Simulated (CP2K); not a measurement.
# Run report: BN, geometry relaxation (part 1 of 4)

The run: geometry relaxation of BN (P6₃/mmc, 4 atoms in the cell). Method and program: DFT, PBE, Gaussian and plane waves, basis DZVP-MOLOPT-SR-GTH, GTH potentials (CP2K 2026.2).

The structure derives from an entry of the Crystallography Open Database. The geometry comes from this level: r2scan-rvv10.

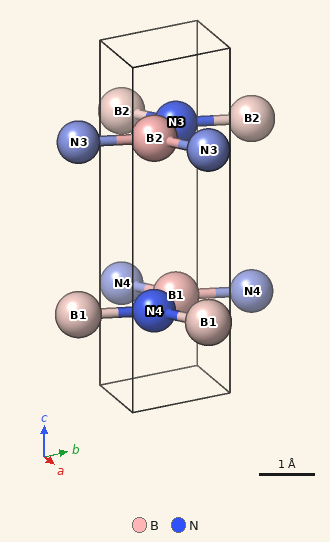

**Figure 1.** The starting structure (ball-and-stick view of the cell of the calculation, seen slightly off an axis; neighbours outside the cell are drawn fainter; atoms are numbered from 1 in the order of the input).

### Input
```
&GLOBAL
 PROJECT run
 RUN_TYPE CELL_OPT
 PRINT_LEVEL LOW
&END GLOBAL
&MOTION
 &CELL_OPT
  OPTIMIZER BFGS
  KEEP_SPACE_GROUP T
  KEEP_SYMMETRY F
  EXTERNAL_PRESSURE [bar] 0.0
  PRESSURE_TOLERANCE [bar] 300
  MAX_FORCE 3e-4
  MAX_ITER 30
 &END CELL_OPT
 &PRINT
  &CELL
  &END CELL
  &FORCES
  &END FORCES
  &STRESS
  &END STRESS
 &END PRINT
&END MOTION
&FORCE_EVAL
 METHOD QS
 STRESS_TENSOR ANALYTICAL
 &DFT
  BASIS_SET_FILE_NAME BASIS_MOLOPT
  POTENTIAL_FILE_NAME GTH_POTENTIALS
  &QS
   EXTRAPOLATION USE_GUESS
  &END QS
  &MGRID
   CUTOFF 400
   REL_CUTOFF 50
  &END MGRID
  &XC
   &XC_FUNCTIONAL PBE
   &END XC_FUNCTIONAL
  &END XC
  &KPOINTS
   SCHEME MONKHORST-PACK 9 9 5
   SYMMETRY F
   FULL_GRID F
  &END KPOINTS
  &SCF
   ADDED_MOS 10
   EPS_SCF 1e-6
   MAX_SCF 80
   &DIAGONALIZATION
   &END DIAGONALIZATION
   &MIXING
    METHOD BROYDEN_MIXING
    ALPHA 0.3
   &END MIXING
   &SMEAR
    METHOD FERMI_DIRAC
    ELECTRONIC_TEMPERATURE [K] 232
   &END SMEAR
   &PRINT
    &ITERATION_INFO
    &END ITERATION_INFO
   &END PRINT
  &END SCF
 &END DFT
 &SUBSYS
  &CELL
   A 2.50058268 0.00000000 0.00000000
   B -1.25029134 2.16556812 0.00000000
   C 0.00000000 0.00000000 6.52363714
  &END CELL
  &COORD
   SCALED
   B 0.33333333 0.66666667 0.25000000
   B 0.66666667 0.33333333 0.75000000
   N 0.33333333 0.66666667 0.75000000
   N 0.66666667 0.33333333 0.25000000
  &END COORD
  &KIND B
   BASIS_SET DZVP-MOLOPT-SR-GTH
   POTENTIAL GTH-PBE
  &END KIND
  &KIND N
   BASIS_SET DZVP-MOLOPT-SR-GTH
   POTENTIAL GTH-PBE
  &END KIND
 &END SUBSYS
 &PRINT
  &STRESS_TENSOR
  &END STRESS_TENSOR
  &FORCES
  &END FORCES
 &END PRINT
&END FORCE_EVAL
```

Machine: 2 threads of Intel Xeon (Granite Rapids), 192 GiB of memory available, shared host.

Command:
```bash
cp2k.psmp -i run.inp
```

### What the program printed
```
CP2K| version string:                                       CP2K version 2026.2
 CP2K|            td4 dftd4_v4_2 s_dftd3 mctc-lib tblite sirius libvori libbqb l
 CP2K|            libvdwxc hdf5 trexio greenx
 CP2K| Input file name                                                   run.inp

 GLOBAL| Force Environment number                                              1
 GLOBAL| Cholesky decomposition library                                ScaLAPACK
 GLOBAL| Direct generalized diagonalization requested                          F
 GLOBAL| Matrix multiplication library                                 ScaLAPACK

 GENERATE|  Preliminary Number of Bonds generated:                             0
 GENERATE|  Achieved consistency in connectivity generation.

 *******************************************************************************
 *******************************************************************************
 **                                                                           **
 **     #####                         ##              ##                      **
 **    ##   ##            ##          ##              ##                      **
 **   ##     ##                       ##            ######                    **
 **   ##     ##  ##   ##  ##   #####  ##  ##   ####   ##    #####    #####    **
 **   ##     ##  ##   ##  ##  ##      ## ##   ##      ##   ##   ##  ##   ##   **
 **   ##  ## ##  ##   ##  ##  ##      ####     ###    ##   ######   ######    **
 **    ##  ###   ##   ##  ##  ##      ## ##      ##   ##   ##       ##        **
 **     #######   #####   ##   #####  ##  ##  ####    ##    #####   ##        **
 **           ##                                                    ##        **
 **                                                                           **
 **                                                ... make the atoms dance   **
 **                                                                           **
 **                      J. Chem. Phys. 152, 194103 (2020)                    **
 **                                                                           **
 *******************************************************************************

 TOTAL NUMBERS AND MAXIMUM NUMBERS

  Total number of            - Atomic kinds:                                   2
                             - Atoms:                                          4
                             - Shell sets:                                     4
                             - Shells:                                        20
                             - Primitive Cartesian functions:                 18
                             - Cartesian basis functions:                     56
                             - Spherical basis functions:                     52

  Maximum angular momentum of- Orbital basis functions:                        2
                             - Local part of the GTH pseudopotential:          2
                             - Non-local part of the GTH pseudopotential:      0

 SCF PARAMETERS         Density guess:                                    ATOMIC
                        --------------------------------------------------------
                        max_scf:                                              80
                        max_scf_history:                                       0
                        max_diis:                                              4
                        --------------------------------------------------------
                        eps_scf:                                        1.00E-06
                        eps_scf_history:                                0.00E+00
                        eps_diis:                                       1.00E-01
                        eps_eigval:                                     1.00E-05
                        --------------------------------------------------------
                        level_shift [a.u.]:                             0.000000
                        added MOs                                        10    0
                        --------------------------------------------------------
                        Mixing method:                            BROYDEN_MIXING
                                                charge density mixing in g-space
                        --------------------------------------------------------
                        Smear method:                                FERMI_DIRAC
                        Electronic temperature [K]:                        232.0
                        Electronic temperature [a.u.]:                  7.35E-04
                        Accuracy threshold:                             1.00E-10
                        --------------------------------------------------------
                        No outer SCF

 CELL_OPT| Pressure tolerance [bar]:                                       300.0
 CELL_OPT| Keep volume of cell:                                               NO
 CELL_OPT| Keep angles between the cell vectors:                              NO
 CELL_OPT| Keep cell symmetry:                                                NO
 CELL_OPT| Constraint:                                                      NONE

 BFGS| Use rational function optimization for step estimation:                NO
 BFGS| Use model Hessian for initial guess:                                   NO
 BFGS| Restart Hessian:                                                       NO
 BFGS| Trust radius:                                                       0.472

 -------------------------------------------------------------------------------
 ----                   SPACE GROUP SYMMETRY INFORMATION                    ----
 -------------------------------------------------------------------------------
 SPGR| SPACE GROUP NUMBER:                                                   194
 SPGR| INTERNATIONAL SYMBOL:                                            P6_3/mmc
 SPGR| POINT GROUP SYMBOL:                                                 6/mmm
 SPGR| SCHOENFLIES SYMBOL:                                                 D6h^4
 SPGR| NUMBER OF SYMMETRY OPERATIONS:                                         24
 SPGR| NUMBER OF UNIQUE ROTATIONS:                                            24
 SPGR| NUMBER OF REDUCED SYMMETRY OPERATIONS:                                 24
 SPGR| NUMBER OF PARTICLES AND SYMMETRIZED PARTICLES:                  4       4
 SPGR| NUMBER OF ATOMS AND SYMMETRIZED ATOMS:                          4       4
 SPGR| NUMBER OF SHELLS AND SYMMETRIZED SHELLS:                        0       0

 *******************************************************************************
 ***                     STARTING   CELL   OPTIMIZATION                      ***
 ***                                   BFGS                                  ***
 *******************************************************************************

 CELL| Volume [angstrom^3]:                                            35.326683
 CELL| Vector a [angstrom]:       2.501     0.000     0.000   |a| =     2.500583
 CELL| Vector b [angstrom]:      -1.250     2.166     0.000   |b| =     2.500583
 CELL| Vector c [angstrom]:       0.000     0.000     6.524   |c| =     6.523637
 CELL| Angle (b,c), alpha [degree]:                                    90.000000
 CELL| Angle (a,c), beta  [degree]:                                    90.000000
 CELL| Angle (a,b), gamma [degree]:                                   120.000000
 CELL| Numerically orthorhombic:                                              NO
 CELL| Periodicity                                                           XYZ

 Extrapolation method: initial_guess

 Number of electrons:                                                         16
 Number of occupied orbitals:                                                  8
 Number of molecular orbitals:                                                18

 Number of orbital functions:                                                 52
 Number of independent orbital functions:                                     52

 SCF WAVEFUNCTION OPTIMIZATION

  ------------------------------------------------------------------------------
     1 NoMix/Diag. 0.30E+00    1.3     1.34674731       -25.8461955679 -2.58E+01
     2 Broy./Diag. 0.30E+00    1.7     0.24210708       -23.0827758516  2.76E+00
     3 Broy./Diag. 0.30E+00    1.6     0.11567386       -24.9157691682 -1.83E+00
     4 Broy./Diag. 0.30E+00    1.5     0.09503080       -25.6965410490 -7.81E-01
     5 Broy./Diag. 0.30E+00    1.5     0.00296977       -25.7745305370 -7.80E-02
     6 Broy./Diag. 0.30E+00    1.6     0.00283756       -25.7496394709  2.49E-02
     7 Broy./Diag. 0.30E+00    1.5     0.00009681       -25.7483383752  1.30E-03
     8 Broy./Diag. 0.30E+00    1.8     0.00016166       -25.7483278588  1.05E-05
     9 Broy./Diag. 0.30E+00    1.6     0.00002567       -25.7485586510 -2.31E-04
    10 Broy./Diag. 0.30E+00    2.2     0.00000355       -25.7485831436 -2.45E-05
    11 Broy./Diag. 0.30E+00    1.7     0.00000056       -25.7485838374 -6.94E-07

  *** SCF run converged in    11 steps ***

  Electronic density on regular grids:        -15.9999999991        0.0000000009
  Core density on regular grids:               15.9999999984       -0.0000000016
  Total charge density on r-space grids:       -0.0000000007
  Total charge density g-space grids:          -0.0000000007

  Overlap energy of the core charge distribution:               0.00000230931178
  Self energy of the core charge distribution:                -61.82011564688084
  Core Hamiltonian energy:                                     19.08445549490704
  Hartree energy:                                              24.37421602612390
  Exchange-correlation energy:                                 -7.38714202084958
  Electronic entropic energy:                                  -0.00000000000000
  Fermi energy:                                                 0.22973960807860

  Total energy:                                               -25.74858383738770
  Total energy (extrapolated to T->0):                        -25.74858383738770

 ENERGY| Total FORCE_EVAL ( QS ) energy [hartree]            -25.748581849743818

 FORCES| Atomic forces [hartree/bohr]
 FORCES|   Atom     x               y               z               |f|
 FORCES|      1 -2.41514533E-08 -8.25869251E-08 -1.01426110E-08   8.66415920E-08
 FORCES|      2  2.41605575E-08  8.26026925E-08  1.01426115E-08   8.66591595E-08
 FORCES|      3 -6.80647841E-08  3.14466251E-08  6.85935691E-08   1.01620779E-07
 FORCES|      4  6.83197578E-08 -3.10049935E-08 -6.85935679E-08   1.01656168E-07
 FORCES| Sum     2.64077963E-10  4.57398949E-10  1.72614385E-15
 FORCES| Total atomic force                                       5.28158091E-10

 STRESS| Analytical stress tensor [bar]
 STRESS|                        x                   y                   z
 STRESS|      x        6.49828384245E+04  -6.50346673812E+00  -1.22002453159E-07
 STRESS|      y       -6.50346673812E+00   6.49751016759E+04   5.26635060117E-08
 STRESS|      z       -1.22002453159E-07   5.26635060117E-08   3.69406029563E+04
 STRESS| 1/3 Trace                                             5.56328476856E+04
 STRESS| Determinant                                           1.55973070039E+14

 STRESS| Eigenvectors and eigenvalues of the analytical stress tensor [bar]
 STRESS|                        1                   2                   3
 STRESS| Eigenvalues   3.69406029563E+04   6.49714030562E+04   6.49865370443E+04
 STRESS|      x           0.000000000004      0.494359802300      0.869257376080
 STRESS|      y          -0.000000000002      0.869257376080     -0.494359802300
 STRESS|      z           1.000000000000     -0.000000000001     -0.000000000005

 SPGR STRESS| Symmetrized stress tensor [GPa]
 SPGR STRESS|                        x                   y                   z
 SPGR STRESS|      x        6.49789702045E+00  -2.96093958443E-18  -1.20880652145E-28
 SPGR STRESS|      y       -2.96093958443E-18   6.49789698959E+00   1.08792586930E-27
 SPGR STRESS|      z       -1.20880652145E-28   1.08792586930E-27   3.69406029563E+00
 SPGR STRESS| 1/3 Trace                                             5.56328476856E+00
 SPGR STRESS| Determinant                                           1.55973072154E+02

 SPGR STRESS| Eigenvectors and eigenvalues of the symmetrized stress tensor [GPa]
 SPGR STRESS|                        1                   2                   3
 SPGR STRESS| Eigenvalues   3.69406029563E+00   6.49789698959E+00   6.49789702045E+00
 SPGR STRESS|      x           0.000000000000      0.000000000000      1.000000000000
 SPGR STRESS|      y           0.000000000000      1.000000000000      0.000000000000
 SPGR STRESS|      z           1.000000000000      0.000000000000      0.000000000000

 OPT| **************************************************************************
 OPT| Step number                                                              0
 OPT| Optimization method                                                   BFGS
 OPT| Total energy [hartree]                                      -25.7485818497
 OPT| Internal pressure [bar]                                   55632.8476855759
 OPT| Used time [s]                                                       20.305
 OPT| **************************************************************************
 OPT| Estimated peak process memory [MiB]                                    339

 --------------------------
 OPTIMIZATION STEP:      1
 --------------------------

 CELL| Volume [angstrom^3]:                                            35.528305
 CELL| Vector a [angstrom]:       2.506     0.000     0.000   |a| =     2.506479
 CELL| Vector b [angstrom]:      -1.250     2.172     0.000   |b| =     2.506481
 CELL| Vector c [angstrom]:      -0.000     0.000     6.525   |c| =     6.524922
 CELL| Angle (b,c), alpha [degree]:                                    90.000000
 CELL| Angle (a,c), beta  [degree]:                                    90.000000
 CELL| Angle (a,b), gamma [degree]:                                   119.922183
 CELL| Numerically orthorhombic:                                              NO
 CELL| Periodicity                                                           XYZ

 Extrapolation method: initial_guess

 Number of electrons:                                                         16
 Number of occupied orbitals:                                                  8
 Number of molecular orbitals:                                                18

 Number of orbital functions:                                                 52
 Number of independent orbital functions:                                     52

 SCF WAVEFUNCTION OPTIMIZATION
```
